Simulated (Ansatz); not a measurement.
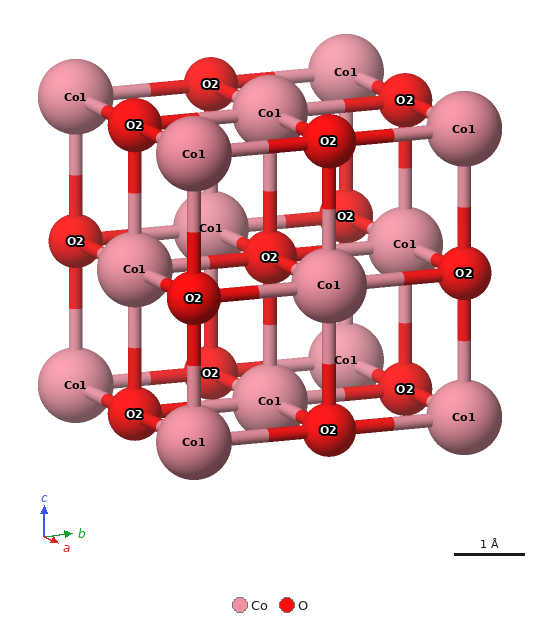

**Figure 1.** The structure (ball-and-stick view of the cell 4 times as large as that of the calculation, set on its symmetry axes, seen slightly off an axis; atoms are numbered from 1 in the order of the input). An atom can appear more than once, as a periodic image.

**CoO: a changed input and its effect**

System: CoO (Fm-3m, 2 atoms in the cell).
Method of run A: DFT PBE without spin polarisation, scalar-relativistic, plane waves, PAW, no spin polarisation (Ansatz 0.2.0).

The structure derives from an entry of the Crystallography Open Database. Text and figures count atoms from 1; the logs count them from 0 in places.

## The input, run A
```yaml
crystal:
  lattice:
    - [0.0, 2.1315, 2.1315]
    - [2.1315, 0.0, 2.1315]
    - [2.1315, 2.1315, 0.0]
  atoms:
    - { symbol: Co, position: [0.0, 0.0, 0.0] }
    - { symbol: O, position: [0.5, 0.5, 0.5] }
basis:
  ecutwfc: 420
  ecutrho_ratio: 4
kpoints:
  mp_grid: { grid: [14, 14, 14] }
hamiltonian:
  xc: pbe
scf:
  occupations: { method: gaussian, width: 0.05 }
output:
  forces: true
  stress: true
  eigenvalues: true
```

Command:
```bash
ansatz run input.yaml --threads 1 --pin off --max-ram 2560MiB --backend cpu --events-out ev --progress --plain --runs-dir out
```

Hardware: 1 thread of Intel Xeon @ 2.50GHz (Skylake/Cascade Lake), 64 GiB of memory available, shared host.

## Output, shortened to warnings, some set-up lines, iterations and results (run A)
```
Basis set: ecut = 420 eV, 339 PW (Γ), exchange–correlation on 48×48×48 points (8 copies of the dense FFT grid, shifted against one another)
Symmetry: 48 space group operations
k-points: 104 of 2744
Initial density: superposition of atomic densities (neutral atoms: chi_scale 0, normalization atom), corrected by the library's trained network
[...]
SCF iter   1: F=—  HF=-5691.603121 eV  |F-HF|=—  |Δ(HF+E_count)|=         —  Δρ=1.10e-2  dr2=7.38e-3  ethr=1.77e-3  ⟨swp⟩=5.1  Hψ=7141  notcnv=0
SCF iter   2: F=—  HF=-5691.603151 eV  |F-HF|=—  |Δ(HF+E_count)|=   2.92e-5  Δρ=6.28e-3  dr2=2.95e-3  ethr=3.21e-5  ⟨swp⟩=1.2  Hψ=2528  notcnv=0
SCF iter   3: F=—  HF=-5691.602920 eV  |F-HF|=—  |Δ(HF+E_count)|=   2.31e-4  Δρ=8.55e-4  dr2=7.25e-5  ethr=1.28e-5  ⟨swp⟩=1.0  Hψ=1632  notcnv=0
SCF iter   4: F=—  HF=-5691.602914 eV  |F-HF|=—  |Δ(HF+E_count)|=   5.92e-6  Δρ=2.25e-4  dr2=3.95e-6  ethr=3.15e-7  ⟨swp⟩=2.0  Hψ=2590  notcnv=0
SCF iter   5: F=—  HF=-5691.602915 eV  |F-HF|=—  |Δ(HF+E_count)|=   4.72e-7  Δρ=6.45e-5  dr2=2.60e-7  ethr=1.72e-8  ⟨swp⟩=2.0  Hψ=2209  notcnv=0
SCF iter   6: F=-5691.602915 eV  HF=-5691.602915 eV  |F-HF|=1.81e-9  |Δ(HF+E_count)|=   1.32e-7  Δρ=5.31e-6  dr2=1.60e-9  ethr=4.35e-10  ⟨swp⟩=5.6  Hψ=7381  notcnv=0
SCF 1 converged in 6 iterations: F = -5691.602915 eV  dr2 = 1.60e-9
SCF converged after 6 iterations
Free energy (F): -5691.602915 eV
Harris-Foulkes:  -5691.602915 eV  (|F-HF|=1.81e-9)
Internal energy: -5691.599353 eV  (E = F + TS)
E sigma→0 (E₀):  -5691.601134 eV
Entropy (-TS):   -0.003561 eV (-1.781 meV/atom)
Fermi energy:    13.637151 eV
--- Per-component energies (eV) ---
  E_band       = -299.608628
  E_kinetic    = 618.717576
  E_local      = -3445.675094  (includes V_loc(G=0)·N_el)
  E_nonlocal   = 514.672015
  E_hartree    = 1418.518308
  E_xc         = -228.399286
  E_vxc        = -293.514939  (∫ρ·V_xc dr)
  E_paw        = -1677.370341  (= ΣΔE_a)
  E_vpaw       = -530.848081  (= ΣTr[D̂ρ^β])
  E_aug_tail   = 0.002535  (compensation charges beyond the density's cutoff)
  E_ewald      = -2892.065066
  E_smearing   = -0.003561  (= −TS)
  E_closure    = -0.000000  (closes the sum)
  Σ components = -5691.602915   (vs F -5691.602915, Δ=0.00e0)
--- Forces (eV/Å), atoms counted from 1 ---
  atom   1  Co    -0.00000000    -0.00000000    -0.00000000
  atom   2  O      0.00000000    -0.00000000    -0.00000000
  max |Σ_I F_I| component: 7.23e-30 eV/Å
--- Stress (GPa, compression-positive) ---
      -19.922923       0.000000       0.000000
        0.000000     -19.922923      -0.000000
        0.000000      -0.000000     -19.922923
  P = ⅓ Tr σ = -19.9229 GPa (-199.229 kbar)
```

For run B the input was changed thus:
```diff
-    - [0.0, 2.1315, 2.1315]
-    - [2.1315, 0.0, 2.1315]
-    - [2.1315, 2.1315, 0.0]
+    - [0.0, 2.0579406233, 2.0579406233]
+    - [2.0579406233, 0.0, 2.0579406233]
+    - [2.0579406233, 2.0579406233, 0.0]
```

What does this change do to the results?

With the same functional and potentials, run B lies 72.5 meV per atom lower. The pressure goes from −19.92 to −2.22 GPa. The volume per atom goes from 9.68 to 8.72 Å³. The number of SCF iterations is the same. The plane waves at Γ go from 339 to 331.

## Output, shortened to warnings, some set-up lines, iterations and results (run B)
```
Basis set: ecut = 420 eV, 331 PW (Γ), exchange–correlation on 40×40×40 points (8 copies of the dense FFT grid, shifted against one another)
Symmetry: 48 space group operations
k-points: 104 of 2744
Initial density: superposition of atomic densities (neutral atoms: chi_scale 0, normalization atom), corrected by the library's trained network
[...]
SCF iter   1: F=—  HF=-5691.747120 eV  |F-HF|=—  |Δ(HF+E_count)|=         —  Δρ=5.17e-3  dr2=6.51e-4  ethr=1.77e-3  ⟨swp⟩=5.0  Hψ=7114  notcnv=0
SCF iter   2: F=—  HF=-5691.747792 eV  |F-HF|=—  |Δ(HF+E_count)|=   6.72e-4  Δρ=2.81e-3  dr2=2.02e-4  ethr=2.83e-6  ⟨swp⟩=2.1  Hψ=3688  notcnv=0
SCF iter   3: F=—  HF=-5691.747899 eV  |F-HF|=—  |Δ(HF+E_count)|=   1.07e-4  Δρ=4.00e-4  dr2=1.36e-5  ethr=8.77e-7  ⟨swp⟩=2.0  Hψ=2356  notcnv=0
SCF iter   4: F=—  HF=-5691.747939 eV  |F-HF|=—  |Δ(HF+E_count)|=   4.03e-5  Δρ=1.13e-4  dr2=1.68e-6  ethr=5.92e-8  ⟨swp⟩=2.0  Hψ=2604  notcnv=0
SCF iter   5: F=—  HF=-5691.747939 eV  |F-HF|=—  |Δ(HF+E_count)|=   2.15e-7  Δρ=4.45e-5  dr2=1.03e-7  ethr=7.29e-9  ⟨swp⟩=1.2  Hψ=1750  notcnv=0
SCF iter   6: F=-5691.747939 eV  HF=-5691.747939 eV  |F-HF|=3.84e-9  |Δ(HF+E_count)|=   1.87e-8  Δρ=1.11e-5  dr2=5.63e-9  ethr=4.35e-10  ⟨swp⟩=4.8  Hψ=5950  notcnv=0
SCF 1 converged in 6 iterations: F = -5691.747939 eV  dr2 = 5.63e-9
SCF converged after 6 iterations
Free energy (F): -5691.747939 eV
Harris-Foulkes:  -5691.747939 eV  (|F-HF|=3.84e-9)
Internal energy: -5691.745282 eV  (E = F + TS)
E sigma→0 (E₀):  -5691.746611 eV
Entropy (-TS):   -0.002657 eV (-1.329 meV/atom)
Fermi energy:    15.891249 eV
--- Per-component energies (eV) ---
  E_band       = -256.799789
  E_kinetic    = 623.197255
  E_local      = -3285.706643  (includes V_loc(G=0)·N_el)
  E_nonlocal   = 515.052649
  E_hartree    = 1359.013030
  E_xc         = -229.776732
  E_vxc        = -295.440475  (∫ρ·V_xc dr)
  E_paw        = -1678.087901  (= ΣΔE_a)
  E_vpaw       = -531.934122  (= ΣTr[D̂ρ^β])
  E_aug_tail   = 0.002586  (compensation charges beyond the density's cutoff)
  E_ewald      = -2995.439527
  E_smearing   = -0.002657  (= −TS)
  E_closure    = 0.000000  (closes the sum)
  Σ components = -5691.747939   (vs F -5691.747939, Δ=0.00e0)
--- Forces (eV/Å), atoms counted from 1 ---
  atom   1  Co    -0.00000000     0.00000000    -0.00000000
  atom   2  O      0.00000000    -0.00000000    -0.00000000
  max |Σ_I F_I| component: 7.76e-30 eV/Å
--- Stress (GPa, compression-positive) ---
       -2.221580       0.000000       0.000000
        0.000000      -2.221580       0.000000
        0.000000      -0.000000      -2.221580
  P = ⅓ Tr σ = -2.2216 GPa (-22.216 kbar)
```

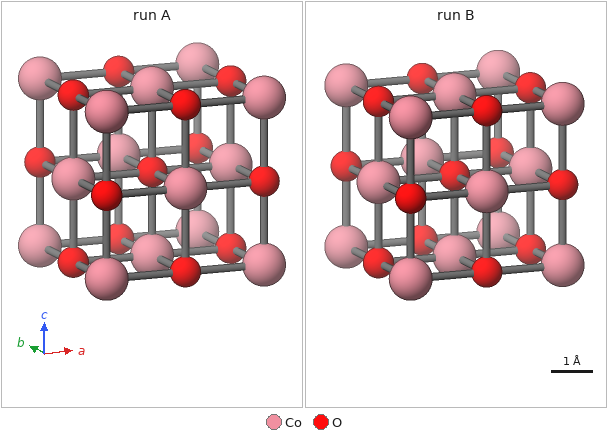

**Figure 2.** The two input geometries at one scale (ball-and-stick view of the cell 4 times as large as that of the calculation, set on its symmetry axes, seen slightly off an axis). The atoms keep their places relative to the cell (all moves are under 0.005 Å). The volume changes by −10.0 %, with a = b = c 4.263 → 4.116 Å (−3.5 %). Among the contacts that change: Co–O 2.131 → 2.058 Å.

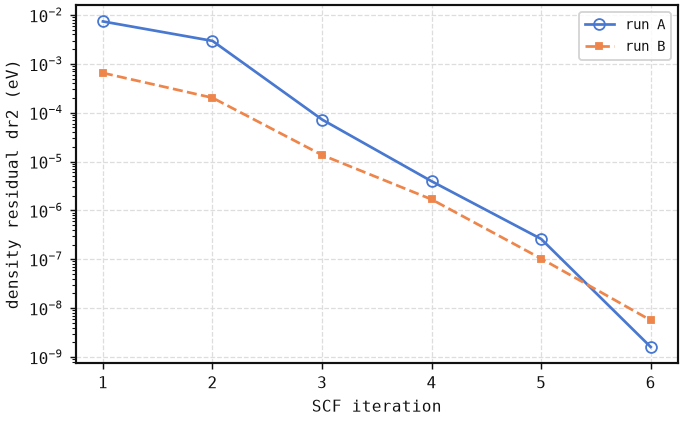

**Figure 3.** Convergence of the two runs: density residual dr2 against the SCF iteration. Run A takes 6 iterations in all, and run B takes 6.

## The two runs side by side

```tsv
quantity	run A	run B
outcome	converged	converged
free energy per atom (eV)	−2845.8015	−2845.8740
energy per atom, smearing taken to zero (eV)	−2845.8006	−2845.8733
gap on the mesh (eV)	0.00	0.00
pressure (GPa)	−19.92	−2.22
volume per atom (Å³)	9.68	8.72
largest force (eV/Å)	0.000	0.000
SCF iterations	6	6
irreducible k-points	104	104
plane waves at Γ	339	331
wall time (shared host)	2 s	1.7 s
```

For both runs: The run has no spin polarisation, so a magnetic state may lie lower. For run A: The cell is under a tension of 19.9 GPa at this level, so it is not at its equilibrium volume.
